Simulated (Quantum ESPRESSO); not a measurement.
# A series of single points on CdTe

System: CdTe (2 atoms in the cell).
Method: Kohn-Sham DFT of a periodic cell, PBE, SSSP 1.3 efficiency PBE, no spin polarisation (Quantum ESPRESSO 7.5).

The 7 runs differ only in the geometry, by an even scaling of the cell at fixed fractional positions. The structure derives from an entry of the Crystallography Open Database.

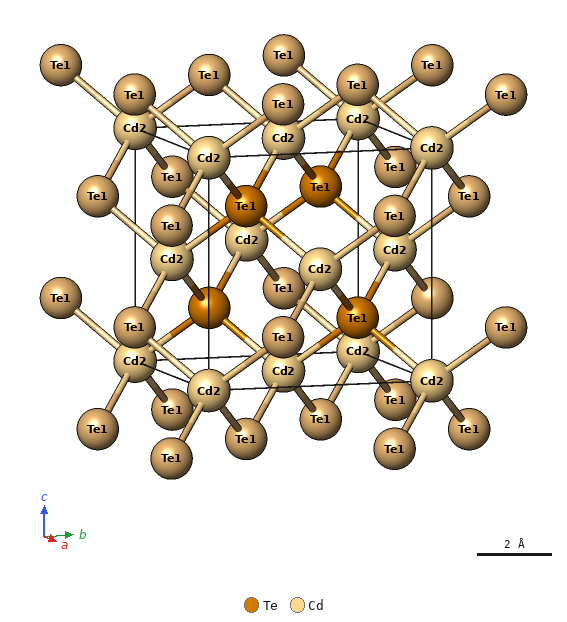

Figure 1. The structure of run 4 (ball-and-stick view of the cell 4 times as large as that of the calculation, set on its symmetry axes, seen slightly off an axis; neighbours outside the cell are drawn fainter; atoms are numbered from 1 in the order of the input).

## The input of run 4
```
&CONTROL
  calculation = 'scf'
  prefix = 'pwscf'
  outdir = './tmp'
  pseudo_dir = './pseudo'
  tprnfor = .true.
  tstress = .true.
  disk_io = 'low'
/
&SYSTEM
  ibrav = 0
  nat = 2
  ntyp = 2
  ecutwfc = 60
  ecutrho = 480
  nbnd = 15
  occupations = 'smearing'
  smearing = 'fd'
  degauss = 0.00367493
/
&ELECTRONS
  conv_thr = 4d-10
  electron_maxstep = 120
  mixing_beta = 0.5
/
ATOMIC_SPECIES
Te   127.6000 Te_pbe_v1.uspp.F.UPF
Cd   112.4140 Cd.pbe-dn-rrkjus_psl.0.3.1.UPF
CELL_PARAMETERS angstrom
   0.0000000000    3.2050000000    3.2050000000
   3.2050000000    0.0000000000    3.2050000000
   3.2050000000    3.2050000000    0.0000000000
ATOMIC_POSITIONS crystal
Te     0.7500000000    0.7500000000    0.7500000000
Cd     0.0000000000    0.0000000000    0.0000000000
K_POINTS automatic
7 7 7 0 0 0
```

## File pp_density.in of run 4
```
&INPUTPP
  prefix = 'pwscf'
  outdir = './tmp'
  filplot = 'density.dat'
  plot_num = 0
/
&PLOT
  nfile = 1
  filepp(1) = 'density.dat'
  iflag = 3
  output_format = 6
  fileout = 'density.cube'
/
```

## File pp_potential.in of run 4
```
&INPUTPP
  prefix = 'pwscf'
  outdir = './tmp'
  filplot = 'potential.dat'
  plot_num = 11
/
&PLOT
  nfile = 1
  filepp(1) = 'potential.dat'
  iflag = 3
  output_format = 6
  fileout = 'potential.cube'
/
```

Command:
```bash
OMP_NUM_THREADS=1 pw.x -in pw.in > pw.out
OMP_NUM_THREADS=1 pp.x -in pp_density.in > pp_density.out
OMP_NUM_THREADS=1 pp.x -in pp_potential.in > pp_potential.out
```

Run 2 has the same physical settings and fractional positions; its lattice vectors (Å) are:
```
   0.000000    3.161684    3.161684
   3.161684    0.000000    3.161684
   3.161684    3.161684    0.000000
```

## Results, with one run withheld

```tsv
run	volume per atom (Å³)	free energy per atom, from the lowest run given (meV)	pressure (GPa)	gap on the mesh (eV)
1	30.947	113.93	8.34	1.06
2	31.605	?	?	?
3	32.263	56.74	5.57	0.93
4	32.922	36.12	4.40	0.87
5	33.580	20.09	3.34	0.81
6	34.239	8.19	2.38	0.75
7	34.897	0.00	1.53	0.69
```

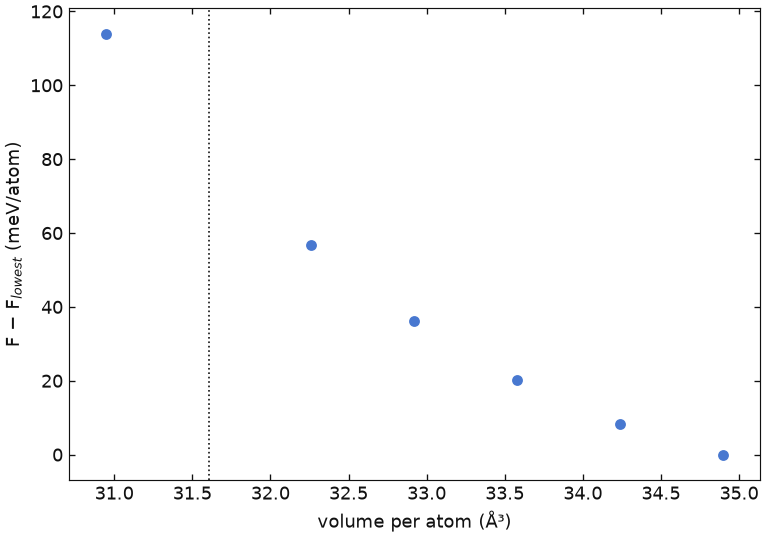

Figure 2. Free energy per atom of the runs given; the dotted line marks run 2.

Fit the runs given and predict run 2.

A cubic polynomial in V^(−2/3) (the Birch–Murnaghan form), fitted to the 6 runs given, misses them by at most 0.01 meV per atom. With x = V^(−2/3) − 0.09701 Å⁻², it reads F = 31.449 + 13243 x + 1.177e+06 x² + 5.3091e+06 x³ (meV per atom). At run 2 it gives 82.48 meV per atom, and the run itself gives 82.49. The slope of the fit gives a pressure −dF/dV of 6.94 GPa there, and the run prints 6.89 GPa. The fit has no minimum inside this range. The gap on the mesh goes, without turning, from 1.06 eV in run 1 to 0.69 eV in run 7; run 2 has 0.99 eV. These are gaps of this functional on this mesh, which can miss the band edges; they aren't the measured gap.

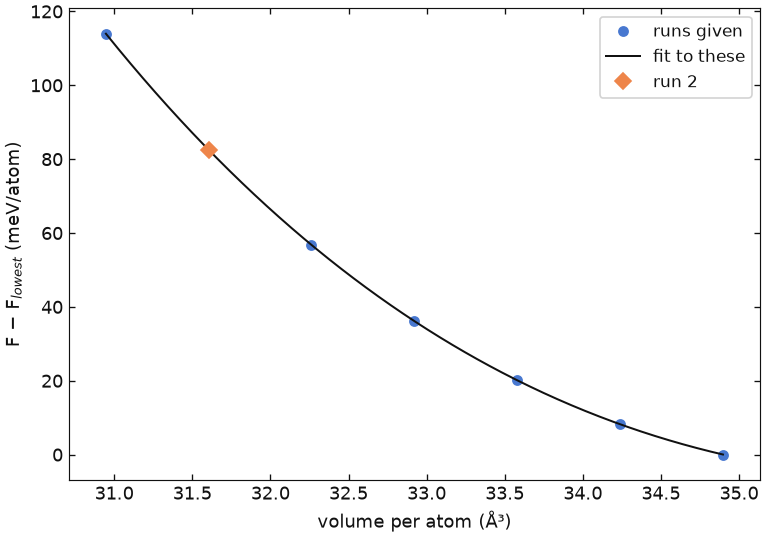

Figure 3. The fit and the withheld run.

## Some lines of the output (run 2)
```
[...]
     number of k points=    20  Fermi-Dirac smearing, width (Ry)=  0.0037
     total energy              =    -148.78915178 Ry
     total energy              =    -148.79933614 Ry
     total energy              =    -148.80025797 Ry
     total energy              =    -148.80036749 Ry
     total energy              =    -148.80038845 Ry
     total energy              =    -148.80039092 Ry
     total energy              =    -148.80039129 Ry
     total energy              =    -148.80039135 Ry
     the Fermi energy is     6.4456 ev
!    total energy              =    -148.80039137 Ry
     The total energy is F=E-TS. E is the sum of the following terms:
     Computing stress (Cartesian axis) and pressure
          total   stress  (Ry/bohr**3)                   (kbar)     P=       68.90
```
